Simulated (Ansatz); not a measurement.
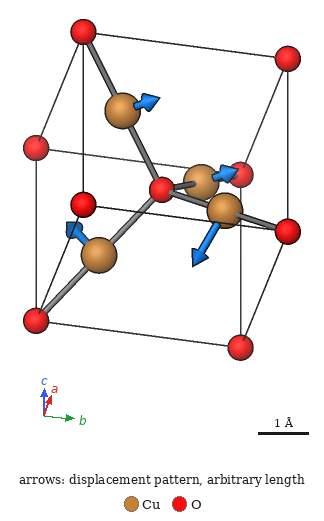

Normal modes of a crystal of Cu2O, at the zone centre. The optical levels lie at 68 (×3), 84 (×2), 146 (×3), 359, 532 (×3), 652 (×3) cm⁻¹. One mode is drawn. The blue arrows give the relative displacements of the atoms. A ball-and-stick model of the cell of the calculation, seen from a free direction.

Theory: Ansatz, DFT PBEsol, scalar-relativistic, plane waves, PAW. (plane-wave cutoff 420 eV; k-point mesh 8 × 8 × 8; occupations gaussian; smearing width 0.05 eV; no spin polarisation)

Frequencies are those without the non-analytic (LO–TO) term.

> To which level does it belong?

The level at 68 cm⁻¹. This is the T₂u mode (triply degenerate; one member of the set is drawn), the lowest optical level, silent by symmetry (neither infrared- nor Raman-active). The O atoms stay at rest; atoms of one kind move against one another, with no net shift of their sublattice; the Cu–O bond lengths don't change to first order, so for these it is a bending, tilting or sliding motion.
